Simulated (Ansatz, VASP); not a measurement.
# H2C10O (OH-terminated C(111)): VASP beside Ansatz

Aim: how closely do two programs agree when they are given the same cell, functional and k mesh? The structure shown is the end of the VASP relaxation below.

Method: plane waves, with VASP 6.6.1 beside it; single point at PBE and band structure at PBE, in Ansatz 0.2.0.

## (1) The starting structure

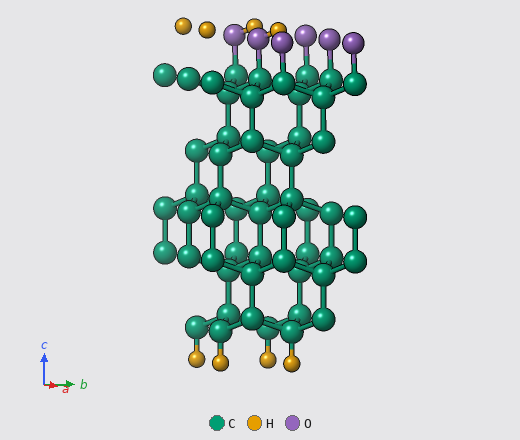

The cell as given, from the side, with the c axis up (carbon teal, hydrogen orange, oxygen purple). 2×2×1 cells are drawn. Bonds to atoms that aren't drawn are left out. Some periodic images of atoms are drawn too.

The cell holds 13 atoms: 10 C, 2 H and 1 O. Cell: a = 2.527 Å, b = 2.527 Å, c = 27.728 Å, α = 90.0°, β = 90.0°, γ = 60.0°. It derives from C. As first built, before any earlier steps moved the atoms: 10 layers of C at this functional's lattice, OH on top and H below. Vacuum lies along c.

## (2) VASP: relaxation, PBE

This run makes the geometry at which the two programs are then compared.

Lines of VASP's logs that name or quote its potential files are left out, and so is its time.

Contents of INCAR:

```
SYSTEM = H2C10O
PREC = Normal
ENCUT = 440
EDIFF = 1E-05
NELM = 120
ISMEAR = 0
SIGMA = 0.03
LREAL = Auto
ALGO = Fast
GGA = PE
NBANDS = 37
LORBIT = 11
LWAVE = .FALSE.
LCHARG = .FALSE.
KPAR = 4
IBRION = 2
NSW = 60
ISIF = 2
EDIFFG = -0.03
POTIM = 0.4
MAXMIX = 40
IDIPOL = 3
LDIPOL = .TRUE.
DIPOL = 0.5 0.5 0.505
```

Contents of POSCAR:

```
H2C10O
1.0
    2.5267879902      0.0000000000      0.0000000000
    1.2633939951      2.1882625895      0.0000000000
    0.0000000000      0.0000000000     27.7282334576
C H O
10 2 1
Direct
    0.3333333300      0.3333333300      0.3289066400
    0.6666666700      0.6666666700      0.3475078400
    0.6666666700      0.6666666700      0.4033114400
    0.0000000000      0.0000000000      0.4219126400
    0.0000000000      0.0000000000      0.4777162400
    0.3333333300      0.3333333300      0.4963174400
    0.3333333300      0.3333333300      0.5521210500
    0.6666666700      0.6666666700      0.5707222500
    0.6666666700      0.6666666700      0.6265258500
    0.0000000000      0.0000000000      0.6451270500
    0.3333333300      0.3333333300      0.2885145900
    0.3245226800      0.0000000000      0.7114854100
    0.0000000000      0.0000000000      0.6934532400
```

Contents of KPOINTS:

```
Automatic mesh
0
Gamma
12 12 1
0 0 0
```

Potentials, in the order of the species: C, H and O (PBE family, release 64).

The run is started by

```console
$ mpirun -np 4 vasp_std
```

Numbers of over 12 decimals in the logs are rounded to 6 here.

The log of the run:

```text
[banner, memory and clock lines left out]
running    4 mpi-ranks, on    1 nodes
 distrk:  each k-point on    1 cores,    4 groups
 distr:  one band on    1 cores,    1 groups

 POSCAR found type information on POSCAR C H O
 POSCAR found :  3 types and      13 ions
 LDA part: xc-table for (Slater+PW92), standard interpolation
 POSCAR, INCAR and KPOINTS ok, starting setup
 FFT: planning ... GRIDC
 FFT: planning ... GRID_SOFT
 FFT: planning ... GRID
 WAVECAR not read
 entering main loop
       N       E                     dE             d eps       ncg     rms          rms(c)
DAV:   1     0.264332616145E+03    0.26433E+03   -0.21211E+04  5524   0.101E+03
DAV:   2    -0.845208127177E+02   -0.34885E+03   -0.32767E+03  7618   0.265E+02
DAV:   3    -0.108570082933E+03   -0.24049E+02   -0.23764E+02  6896   0.698E+01
DAV:   4    -0.109139539839E+03   -0.56946E+00   -0.56750E+00  7454   0.118E+01
DAV:   5    -0.109158129152E+03   -0.18589E-01   -0.18574E-01  7731   0.205E+00    0.146E+01
RMM:   6    -0.105324058512E+03    0.38341E+01   -0.46154E+00  5479   0.954E+00    0.801E+00
RMM:   7    -0.104331437075E+03    0.99262E+00   -0.29243E+00  5477   0.794E+00    0.291E+00
RMM:   8    -0.104286404247E+03    0.45033E-01   -0.33453E-01  5538   0.301E+00    0.717E-01
RMM:   9    -0.104278474313E+03    0.79299E-02   -0.49297E-02  5580   0.108E+00    0.306E-01
RMM:  10    -0.104274867950E+03    0.36064E-02   -0.11742E-02  5517   0.508E-01    0.116E-01
RMM:  11    -0.104274711405E+03    0.15655E-03   -0.47328E-03  5935   0.294E-01    0.104E-01
RMM:  12    -0.104274617391E+03    0.94014E-04   -0.28993E-03  5536   0.218E-01    0.525E-02
RMM:  13    -0.104275001958E+03   -0.38457E-03   -0.73770E-04  5780   0.100E-01    0.325E-02
RMM:  14    -0.104275312861E+03   -0.31090E-03   -0.25073E-04  5369   0.619E-02    0.127E-02
RMM:  15    -0.104275668483E+03   -0.35562E-03   -0.99255E-05  4999   0.344E-02    0.696E-03
RMM:  16    -0.104275805860E+03   -0.13738E-03   -0.28326E-05  4089   0.177E-02    0.408E-03
RMM:  17    -0.104275871377E+03   -0.65517E-04   -0.12018E-05  3831   0.120E-02    0.422E-03
RMM:  18    -0.104275909682E+03   -0.38305E-04   -0.60609E-06  3711   0.833E-03    0.106E-03
RMM:  19    -0.104275934036E+03   -0.24354E-04   -0.31859E-06  3455   0.553E-03    0.153E-03
RMM:  20    -0.104275950368E+03   -0.16333E-04   -0.12230E-06  2574   0.365E-03    0.879E-04
RMM:  21    -0.104275954456E+03   -0.40878E-05   -0.74831E-07  2701   0.364E-03
   1 F= -.10427595E+03 E0= -.10427595E+03  d E =-.104276E+03
[... from here on, the cycles between the ionic steps are left out ...]
   2 F= -.10425930E+03 E0= -.10425930E+03  d E =0.166554E-01
  44 F= -.10459567E+03 E0= -.10459567E+03  d E =-.634509E-03
  45 F= -.10459613E+03 E0= -.10459613E+03  d E =-.464661E-03
  46 F= -.10459625E+03 E0= -.10459625E+03  d E =-.583696E-03
  47 F= -.10459677E+03 E0= -.10459677E+03  d E =-.521973E-03
  48 F= -.10459701E+03 E0= -.10459701E+03  d E =-.760128E-03
  49 F= -.10459737E+03 E0= -.10459737E+03  d E =-.359728E-03
  50 F= -.10459740E+03 E0= -.10459740E+03  d E =-.386742E-03
  51 F= -.10459771E+03 E0= -.10459771E+03  d E =-.308486E-03
  52 F= -.10459772E+03 E0= -.10459772E+03  d E =-.320661E-03
  53 F= -.10459786E+03 E0= -.10459786E+03  d E =-.146732E-03
  54 F= -.10459788E+03 E0= -.10459788E+03  d E =-.162911E-03
  55 F= -.10459804E+03 E0= -.10459804E+03  d E =-.161454E-03
  56 F= -.10459805E+03 E0= -.10459805E+03  d E =-.165115E-03
 curvature:  -2.11 expect dE=-0.372E-03 dE for cont linesearch -0.267E-06
 trial: gam= 0.65202 g(F)=  0.176E-03 g(S)=  0.000E+00 ort =-0.125E-04 (trialstep = 0.911E+00)
 search vector abs. value=  0.688E-03
 bond charge predicted
       N       E                     dE             d eps       ncg     rms          rms(c)
DAV:   1    -0.104598078232E+03   -0.32880E-04   -0.25160E-02  5656   0.864E-01    0.347E-02
RMM:   2    -0.104598094267E+03   -0.16035E-04   -0.43520E-04  5504   0.114E-01    0.161E-02
RMM:   3    -0.104598092317E+03    0.19495E-05   -0.62817E-05  4997   0.416E-02
  57 F= -.10459809E+03 E0= -.10459809E+03  d E =-.460482E-04
 trial-energy change:   -0.000046  1 .order   -0.000052   -0.000153    0.000050
 step:   0.6878(harm=  0.6878)  dis= 0.00195  next Energy=  -104.598104 (dE=-0.576E-04)
 reached required accuracy - stopping structural energy minimisation
```

OUTCAR, selected parts (step 2):

```text
ion  position               nearest neighbor table
   1  0.333  0.333  0.329-  11 1.12   2 1.55   2 1.55   2 1.55
   2  0.667  0.667  0.348-   3 1.55   1 1.55   1 1.55   1 1.55
   3  0.667  0.667  0.403-   2 1.55   4 1.55   4 1.55   4 1.55
   4  0.000  0.000  0.422-   5 1.55   3 1.55   3 1.55   3 1.55
   5  0.000  0.000  0.478-   4 1.55   6 1.55   6 1.55   6 1.55
   6  0.333  0.333  0.496-   5 1.55   5 1.55   5 1.55   7 1.55
   7  0.333  0.333  0.552-   8 1.55   8 1.55   8 1.55   6 1.55
   8  0.667  0.667  0.571-   9 1.55   7 1.55   7 1.55   7 1.55
   9  0.667  0.667  0.627-   8 1.55  10 1.55  10 1.55  10 1.55
  10  0.000  0.000  0.645-  13 1.34   9 1.55   9 1.55   9 1.55
  11  0.333  0.333  0.289-   1 1.12
  12  0.325  0.000  0.711-  13 0.96
  13  0.000  0.000  0.693-  12 0.96  10 1.34

  LATTYP: Found a hexagonal cell.
 ALAT       =     2.5267879902
 C/A-ratio  =    10.9737079506

 Subroutine GETGRP returns: Found  1 space group operations
 (whereof  1 operations were pure point group operations)

The static configuration has the point symmetry C_1 .

 Found     74 irreducible k-points:

   k-points           NKPTS =     74   k-points in BZ     NKDIM =     74   number of bands    NBANDS=     37

   dimension x,y,z NGX =    14 NGY =   14 NGZ =  144
   dimension x,y,z NGXF=    28 NGYF=   28 NGZF=  288

   ENCUT  =  440.0 eV  32.34 Ry    5.69 a.u.   4.32  4.32 47.42*2*pi/ulx,y,z

   NELECT =      48.0000    total number of electrons

 k-points in reciprocal lattice and weights: Automatic mesh
   0.00000000  0.00000000  0.00000000       0.007
   0.08333333 -0.00000000  0.00000000       0.014
   0.08333333  0.08333333  0.00000000       0.014
   0.00000000  0.08333333  0.00000000       0.014
   0.16666667  0.00000000  0.00000000       0.014
   0.16666667  0.16666667  0.00000000       0.014
   0.00000000  0.16666667  0.00000000       0.014
   0.25000000 -0.00000000  0.00000000       0.014
   0.25000000  0.25000000  0.00000000       0.014
[...]
0.41666667 -0.33333333  0.00000000       0.014
  -0.33333333  0.33333333  0.00000000       0.014

 dipolmoment           0.000000      0.000000      0.051923 electrons x Angstroem

 average (electrostatic) potential at core
       1 -53.4290       2 -53.5734       3 -53.5845       4 -53.5830       5 -53.5926
       6 -53.5936       7 -53.5866       8 -53.6131       9 -53.3090      10 -54.2889
      11 -36.5549      12 -37.3343      13 -73.9786

 E-fermi :   2.3930

 k-point     1 :       0.0000    0.0000    0.0000
  band No.  band energies     occupation
    ...
     20       0.3328      2.00000
     21       0.8788      2.00000
     22       1.1105      2.00000
     23       1.4144      2.00000
     24       2.1788      2.00000
     25       4.0326      0.00000
     26       5.3385      0.00000
     27       5.7946      0.00000
     28       6.7219      0.00000
     29       6.9725      0.00000
    ...

 k-point     2 :       0.0833   -0.0000    0.0000
  band No.  band energies     occupation
    ...
     20       0.1310      2.00000
     21       0.4717      2.00000
     22       0.6678      2.00000
     23       1.0858      2.00000
     24       1.8388      2.00000
     25       4.1930      0.00000
     26       5.5343      0.00000
     27       5.9886      0.00000
     28       6.8519      0.00000
     29       7.1941      0.00000
    ...

 k-point     3 :       0.0833    0.0833    0.0000
  band No.  band energies     occupation
    ...
     20       0.0776      2.00000
     21       0.3806      2.00000
     22       0.7638      2.00000
     23       0.8784      2.00000
     24       2.0445      2.00000
     25       4.1930      0.00000
     26       5.5342      0.00000
     27       5.9996      0.00000
     28       6.8601      0.00000
     29       7.2145      0.00000
    ...

  Total        1.8013720      2.2100501     -0.9240916     -0.3206689      0.0777643     -0.0828442
  in kB       18.8245041     23.0952286     -9.6568427     -3.3510195      0.8126437     -0.8657297
  external PRESSURE =      10.7542967 kB  Pullay stress =       0.0000000 kB

  energy-cutoff  :      440.00
  volume of cell :      153.32
      direct lattice vectors                 reciprocal lattice vectors
     2.526787990  0.000000000  0.000000000     0.395759361 -0.228491774  0.000000000
     1.263393995  2.188262589  0.000000000     0.000000000  0.456983547  0.000000000
     0.000000000  0.000000000 27.728233458     0.000000000  0.000000000  0.036064324

 POSITION                                       TOTAL-FORCE (eV/Angst)
 -----------------------------------------------------------------------------------
      1.27159      0.70338      9.13645         0.009903      0.001059      0.008810
      2.53541      1.43296      9.62467        -0.005884      0.000763      0.009356
      2.53609      1.43344     11.17998         0.002596      0.000086     -0.017133
      1.27285      2.16293     11.69485         0.005567     -0.002889     -0.010372
      1.27431      2.16246     13.24290        -0.004914     -0.001548      0.004078
      1.27458      0.70321     13.75912        -0.002290     -0.005389     -0.005639
      1.27540      0.70095     15.30693        -0.004755     -0.002255      0.007355
      2.53879      1.42974     15.82362         0.004620     -0.001328      0.000870
      2.53558      1.42556     17.37340        -0.003793     -0.002074      0.003670
      1.26837      2.15196     17.88897        -0.004436      0.002149      0.009722
      1.27169      0.70218      8.02565        -0.000315      0.004959      0.014028
      0.76923      0.38204     19.62944        -0.006890      0.001556     -0.011519
      3.73719      2.11531     19.31166         0.010593      0.004911     -0.013227
 -----------------------------------------------------------------------------------
    total drift:                                0.005948      0.018302     -0.006061

  FREE ENERGIE OF THE ION-ELECTRON SYSTEM (eV)
  ---------------------------------------------------
  free  energy   TOTEN  =      -104.5980923174 eV

  energy  without entropy=     -104.5980923174  energy(sigma->0) =     -104.59809232

 reached required accuracy - stopping structural energy minimisation

 vacuum level on the upper side and lower side of the slab         6.508         4.792

 total charge
# of ion       s       p       d       tot
------------------------------------------
    1        0.839   1.758   0.000   2.597
    2        0.829   1.744   0.000   2.572
    3        0.831   1.740   0.000   2.571
    4        0.830   1.743   0.000   2.574
    5        0.830   1.742   0.000   2.573
    6        0.830   1.742   0.000   2.573
    7        0.830   1.742   0.000   2.573
    8        0.830   1.739   0.000   2.570
    9        0.836   1.756   0.000   2.592
   10        0.826   1.685   0.000   2.511
   11        0.646   0.041   0.000   0.686
   12        0.581   0.125   0.000   0.705
   13        1.577   3.646   0.000   5.223
--------------------------------------------------
tot         11.115  21.203   0.000  32.318

[... 3 further parts left out ...]
```

CONTCAR:

```
H2C10O
   1.00000000000000
     2.5267879901999999    0.0000000000000000    0.0000000000000000
     1.2633939950999999    2.1882625894999999    0.0000000000000000
     0.0000000000000000    0.0000000000000000   27.7282334575999982
  C               H               O
    10     2     1
Direct
     0.3425291503786956    0.3214314731329215    0.3294997421056012
     0.6759940722814600    0.6548373937153975    0.3471072624645230
     0.6761513596371697    0.6550603902910307    0.4031985171719287
     0.0095319849166491    0.9884213163685747    0.4217669462851683
     0.0102176913536686    0.9882068793545403    0.4775962586543016
     0.3437489454690523    0.3213571897643722    0.4962134131781246
     0.3445897151826661    0.3203228304376785    0.5520341940788127
     0.6780673811683913    0.6533655535078228    0.5706680124900984
     0.6777507892905037    0.6514559356688382    0.6265597603658608
     0.0102632610021124    0.9834122305786333    0.6451534758873180
     0.3428430422725718    0.3208837224803625    0.2894397326435355
     0.2171360588588114    0.1745841324024062    0.7079224951022288
     0.9956992281882497    0.9666609522974208    0.6964618695724956
```

(Continued in part 2 of 3.)

[Lines on the potential files, build, host, timing and source positions are cut from VASP's logs without a mark.]

[Logs are printed without paths, hosts, clocks, repeated set-up lines and the standing remarks that a program may print on its own settings, such as how far it seeks lower states.]

[Hosts, paths, dates, database ids (printed as entryN), source tags and the programs' standing remarks are cut or masked in the printed files.]
